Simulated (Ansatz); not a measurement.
Geometry relaxation of Ta$_{4}$C$_{5}$ (part 3 of 3)

Continued. System: Ta$_{4}$C$_{5}$ (slab, 9 atoms in the cell). Method: DFT PBEsol, scalar-relativistic, plane waves, PAW, no spin polarisation (Ansatz 0.2.0); cutoff 420 eV, 9×9×1 k-mesh, Gaussian smearing of 0.1 eV. The structure derives from an entry of the Crystallography Open Database. The input holds or restrains some coordinates. Forces given for the steps count only the free coordinates. It belongs to a series of runs on one base structure; here: C put at a bridge C-Ta site.

Geometry of the input (Å; fractional positions):
```
3.1393  0.0000  0.0000
0.0000  3.1393  0.0000
0.0000  0.0000  25.6595
Ta 0.5000  0.5000  0.3313
C  0.0000  0.0000  0.3313
Ta 0.0000  0.0000  0.4178
C  0.5000  0.5000  0.4178
Ta 0.5000  0.5000  0.5017
C  0.0000  0.0000  0.5050
Ta 0.0000  0.0000  0.5850
C  0.5000  0.5000  0.5920
C  0.2500  0.7500  0.6707
```

Output, continued
```
  k-point 2: bands = ["-64.8529", "-64.5383", "-64.5096", "-64.4119", "-31.4902", "-31.3582", "-31.3472", "-31.2729", "-31.2433", "-31.0733", "-31.0324", "-30.9980", "-30.9364", "-30.8532", "-30.8113", "-30.7822", "-12.0150", "-9.2141", "-8.0043", "-7.5259", "-4.4761", "-2.5653", "-1.7030", "-1.4337", "-0.9817", "-0.6588", "-0.3466", "0.0758", "0.1824", "0.2822", "0.5159", "1.0170", "1.0485", "2.9992", "3.2812", "3.4443", "3.4509", "3.9615", "4.3570", "4.7844", "4.8118", "5.8491", "6.4050", "6.8345", "7.2537"]
  k-point 24: bands = ["-64.8278", "-64.5044", "-64.4924", "-64.3885", "-31.6251", "-31.6224", "-31.4052", "-31.3994", "-31.1949", "-31.1650", "-31.1538", "-31.1483", "-31.0932", "-31.0646", "-31.0547", "-31.0303", "-11.7628", "-8.2402", "-7.9243", "-7.2266", "-3.4108", "-2.0510", "-1.7984", "-0.9683", "-0.8692", "-0.6508", "-0.5174", "-0.3437", "-0.2913", "0.2713", "0.5779", "1.5392", "1.9489", "2.1085", "2.2612", "3.0509", "3.1570", "5.2253", "5.2344", "6.5578", "6.6859", "7.4996", "7.5582", "7.9573", "8.1703"]
--- Relaxed structure (13 steps of the walk, 13 accepted, 0 SCFs on fresh bases) ---
  F+E_penalty+E_count = -40459.93354454 eV   max|allowed force component| = 1.355e-2 eV/Å
  atoms:
    - { symbol: Ta, position: [0.5, 0.5, 0.33126174250000007] }
    - { symbol: C, position: [0.0, 0.0, 0.33126174250000007] }
    - { symbol: Ta, position: [0.0, 0.0, 0.4177726010000001] }
    - { symbol: C, position: [0.5, 0.5, 0.4177726010000001] }
    - { symbol: Ta, position: [0.4999711070501175, 0.5000288929498825, 0.5036084313065002] }
    - { symbol: C, position: [-3.4374081111392757e-6, 3.4374081111392757e-6, 0.5071533579735749] }
    - { symbol: Ta, position: [0.00011795781578917823, -0.00011795781578917823, 0.5994337827558126] }
    - { symbol: C, position: [0.5001103563541291, 0.49988964364587085, 0.5842683248885935] }
    - { symbol: C, position: [0.500012405371584, 0.499987594628416, 0.6385057139132] }
```

Trajectory as extended XYZ (Å, eV, eV/Å), 10 of the 13 frames kept, from step=1 to step=13
```
9
Lattice="3.1393 0.0000 0.0000 0.0000 3.1393 0.0000 0.0000 0.0000 25.6595" Properties=species:S:1:pos:R:3:forces:R:3 step=1 energy=-40456.54875
Ta    1.5697    1.5697    8.5000    0.0709  -0.0709   2.7312
C     0.0000    0.0000    8.5000   -0.0783   0.0783  -1.4508
Ta    0.0000    0.0000   10.7198    0.0809  -0.0809   0.1189
C     1.5697    1.5697   10.7198    0.0443  -0.0443  -1.6163
Ta    1.5697    1.5697   12.8726   -0.2388   0.2388   0.4036
C     0.0000    0.0000   12.9576    0.0716  -0.0716  -1.1990
Ta    0.0000    0.0000   15.0115    0.0671  -0.0671   3.5687
C     1.5697    1.5697   15.1892   -0.2925   0.2925   0.0769
C     0.7848    2.3545   17.2092    0.2748  -0.2748  -2.6336
9
Lattice="3.1393 0.0000 0.0000 0.0000 3.1393 0.0000 0.0000 0.0000 25.6595" Properties=species:S:1:pos:R:3:forces:R:3 step=2 energy=-40457.43345
Ta    1.5697    1.5697    8.5000    0.0406  -0.0406   2.7624
C     0.0000    0.0000    8.5000   -0.0634   0.0634  -1.3885
Ta    0.0000    0.0000   10.7198    0.0736  -0.0736  -0.0808
C     1.5697    1.5697   10.7198    0.0385  -0.0385  -1.3022
Ta    1.5573    1.5820   12.8929   -0.1882   0.1882   0.8763
C    -0.0058    0.0058   12.9791   -0.0323   0.0323  -0.7879
Ta   -0.0126    0.0126   15.1278   -0.0789   0.0789   2.0692
C     1.5557    1.5836   15.2003   -0.4558   0.4558   0.3954
C     0.8185    2.3208   17.0202    0.6664  -0.6664  -2.5432
9
Lattice="3.1393 0.0000 0.0000 0.0000 3.1393 0.0000 0.0000 0.0000 25.6595" Properties=species:S:1:pos:R:3:forces:R:3 step=4 energy=-40458.98830
Ta    1.5697    1.5697    8.5000   -0.0231   0.0231   2.5719
C     0.0000    0.0000    8.5000   -0.0004   0.0004  -1.2569
Ta    0.0000    0.0000   10.7198   -0.0489   0.0489  -0.1343
C     1.5697    1.5697   10.7198    0.0234  -0.0234  -0.7005
Ta    1.5324    1.6069   12.9834   -0.1301   0.1301   0.9597
C    -0.0229    0.0229   12.9702   -0.1611   0.1611   0.1175
Ta   -0.0591    0.0591   15.2417   -0.5430   0.5430  -0.2246
C     1.4924    1.6469   15.2724   -0.5966   0.5966   1.1026
C     0.9669    2.1724   16.6917    1.4802  -1.4802  -2.4354
9
Lattice="3.1393 0.0000 0.0000 0.0000 3.1393 0.0000 0.0000 0.0000 25.6595" Properties=species:S:1:pos:R:3:forces:R:3 step=5 energy=-40459.46695
Ta    1.5697    1.5697    8.5000   -0.0483   0.0483   2.4912
C     0.0000    0.0000    8.5000    0.0210  -0.0210  -1.2317
Ta    0.0000    0.0000   10.7198   -0.1114   0.1114   0.0061
C     1.5697    1.5697   10.7198    0.0051  -0.0051  -0.4375
Ta    1.5207    1.6186   13.0365   -0.0623   0.0623   0.7287
C    -0.0337    0.0337   12.9778   -0.1958   0.1958   0.2778
Ta   -0.0855    0.0855   15.2435   -0.5651   0.5651  -0.9323
C     1.4607    1.6786   15.3130    0.7838  -0.7838  -1.9227
C     1.0526    2.0867   16.5388    0.1744  -0.1744   1.0244
9
Lattice="3.1393 0.0000 0.0000 0.0000 3.1393 0.0000 0.0000 0.0000 25.6595" Properties=species:S:1:pos:R:3:forces:R:3 step=6 energy=-40459.64898
Ta    1.5697    1.5697    8.5000   -0.0707   0.0707   2.4992
C     0.0000    0.0000    8.5000    0.0341  -0.0341  -1.2968
Ta    0.0000    0.0000   10.7198   -0.1923   0.1923  -0.0985
C     1.5697    1.5697   10.7198   -0.0467   0.0467  -0.7198
Ta    1.4876    1.6517   13.0358    0.1859  -0.1859  -0.8732
C    -0.0733    0.0733   12.9623    0.0790  -0.0790  -0.1786
Ta   -0.0591    0.0591   15.1309    0.0726  -0.0726   0.5055
C     1.5225    1.6168   15.1391   -0.5517   0.5517   0.4342
C     1.1230    2.0164   16.4179    0.4895  -0.4895  -0.2727
9
Lattice="3.1393 0.0000 0.0000 0.0000 3.1393 0.0000 0.0000 0.0000 25.6595" Properties=species:S:1:pos:R:3:forces:R:3 step=8 energy=-40459.84075
Ta    1.5697    1.5697    8.5000   -0.0197   0.0197   2.7639
C     0.0000    0.0000    8.5000    0.0121  -0.0121  -1.4265
Ta    0.0000    0.0000   10.7198   -0.0468   0.0468  -0.2872
C     1.5697    1.5697   10.7198   -0.0244   0.0244  -1.3830
Ta    1.5406    1.5987   12.9258    0.0554  -0.0554   0.0683
C    -0.0256    0.0256   12.9745    0.0660  -0.0660   0.0360
Ta    0.0091   -0.0091   15.2231   -0.3239   0.3239   0.4550
C     1.5650    1.5743   15.0058    0.0919  -0.0919   0.1773
C     1.3841    1.7552   16.3833    0.1894  -0.1894  -0.4040
9
Lattice="3.1393 0.0000 0.0000 0.0000 3.1393 0.0000 0.0000 0.0000 25.6595" Properties=species:S:1:pos:R:3:forces:R:3 step=9 energy=-40459.90186
Ta    1.5697    1.5697    8.5000   -0.0071   0.0071   2.8519
C     0.0000    0.0000    8.5000    0.0057  -0.0057  -1.4257
Ta    0.0000    0.0000   10.7198   -0.0354   0.0354  -0.1146
C     1.5697    1.5697   10.7198   -0.0099   0.0099  -1.7106
Ta    1.5589    1.5804   12.8924    0.0543  -0.0543   0.0646
C    -0.0073    0.0073   13.0167   -0.0249   0.0249  -0.3530
Ta   -0.0091    0.0091   15.3289    0.0052  -0.0052   0.1937
C     1.5639    1.5754   14.9385   -0.0687   0.0687   1.2208
C     1.5209    1.6184   16.3527    0.0815  -0.0815  -0.7268
9
Lattice="3.1393 0.0000 0.0000 0.0000 3.1393 0.0000 0.0000 0.0000 25.6595" Properties=species:S:1:pos:R:3:forces:R:3 step=10 energy=-40459.93129
Ta    1.5697    1.5697    8.5000   -0.0011   0.0011   2.8684
C     0.0000    0.0000    8.5000    0.0007  -0.0007  -1.4183
Ta    0.0000    0.0000   10.7198   -0.0033   0.0033  -0.0619
C     1.5697    1.5697   10.7198   -0.0004   0.0004  -1.4541
Ta    1.5687    1.5706   12.9230    0.0037  -0.0037  -0.1657
C    -0.0007    0.0007   13.0119   -0.0022   0.0022  -0.0322
Ta   -0.0011    0.0011   15.3652    0.0047  -0.0047   0.0315
C     1.5694    1.5699   14.9794   -0.0108   0.0108   0.0857
C     1.5632    1.5761   16.3673    0.0080  -0.0080   0.1477
9
Lattice="3.1393 0.0000 0.0000 0.0000 3.1393 0.0000 0.0000 0.0000 25.6595" Properties=species:S:1:pos:R:3:forces:R:3 step=12 energy=-40459.93354
Ta    1.5697    1.5697    8.5000    0.0000   0.0000   2.8803
C     0.0000    0.0000    8.5000    0.0000   0.0000  -1.4194
Ta    0.0000    0.0000   10.7198    0.0000   0.0000  -0.0363
C     1.5697    1.5697   10.7198   -0.0002   0.0002  -1.4370
Ta    1.5696    1.5697   12.9223    0.0016  -0.0016  -0.0048
C     0.0000    0.0000   13.0133   -0.0002   0.0002  -0.0018
Ta    0.0004   -0.0004   15.3812   -0.0011   0.0011  -0.0017
C     1.5700    1.5693   14.9920   -0.0005   0.0005   0.0070
C     1.5697    1.5696   16.3837    0.0003  -0.0003   0.0135
9
Lattice="3.1393 0.0000 0.0000 0.0000 3.1393 0.0000 0.0000 0.0000 25.6595" Properties=species:S:1:pos:R:3:forces:R:3 step=13 energy=-40459.93354
Ta    1.5697    1.5697    8.5000    0.0000   0.0000   2.8803
C     0.0000    0.0000    8.5000    0.0000   0.0000  -1.4194
Ta    0.0000    0.0000   10.7198    0.0000   0.0000  -0.0366
C     1.5697    1.5697   10.7198   -0.0002   0.0002  -1.4372
Ta    1.5696    1.5697   12.9223    0.0016  -0.0016  -0.0047
C     0.0000    0.0000   13.0133   -0.0002   0.0002  -0.0018
Ta    0.0004   -0.0004   15.3812   -0.0012   0.0012  -0.0016
C     1.5700    1.5693   14.9920   -0.0005   0.0005   0.0073
C     1.5697    1.5696   16.3837    0.0003  -0.0003   0.0135
```

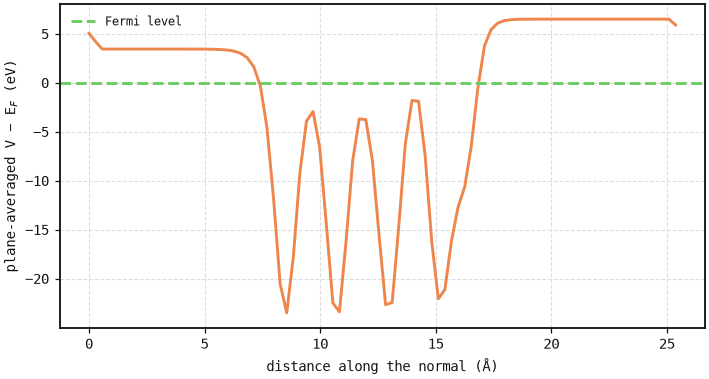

**Figure 1.** Plane average of the electrostatic potential energy of an electron across the cell, from the Fermi level. The vacuum level lies 6.50 eV above the Fermi level on the upper side and 3.45 eV on the lower.

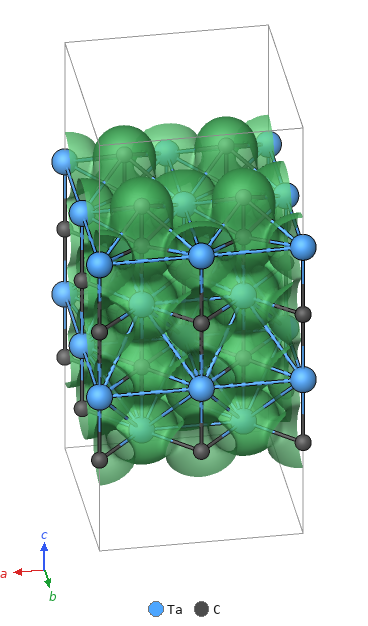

**Figure 2.** Isosurface of the valence electron density at 0.4 e/Å³ (green), seen at an oblique angle. Sticks mark near contacts. At this value the density is joined into sheets; it holds about 80 % of the electrons treated as valence (semicore included). It is pinched off along the Ta–Ta (3.13 Å) contacts. On the grid the lowest density along these lines, outside the cores, is 2 e/Å³ (C–C, 1.39 Å), 0.76 e/Å³ (Ta–C, 2.07 Å), 0.25 e/Å³ (Ta–Ta, 3.13 Å) and 0.57 e/Å³ (Ta–C, 2.20 Å). In a PAW calculation such maps are meaningful between the atoms, not at the nuclei.

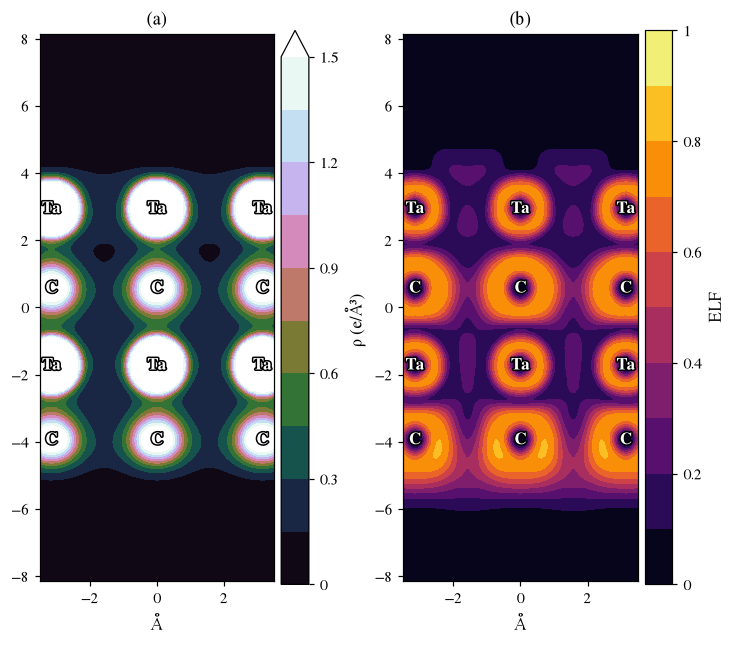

**Figure 3.** (a) valence charge density (pseudo); (b) electron localisation function on the (100) plane of the calculation cell, a cut from vacuum to vacuum. Ta–Ta (3.14 Å): ρ is about 0.25 e/Å³ halfway; the ELF is about 0.25 at the midpoint (no shared electron pair). Ta–C (2.22 Å): ρ is about 0.58 e/Å³ halfway; the ELF is about 0.25 at the midpoint (no shared pair; the contact is polar). Ta–C (2.37 Å): the density is about 0.45 e/Å³ at the midpoint; the ELF is about 0.30 at the midpoint (a polar contact without a shared pair, in a metal). The density dies away to nearly zero in the vacuum. The strong features right at Ta lie inside the PAW spheres (semicore, d or f shells) and say nothing about bonding.
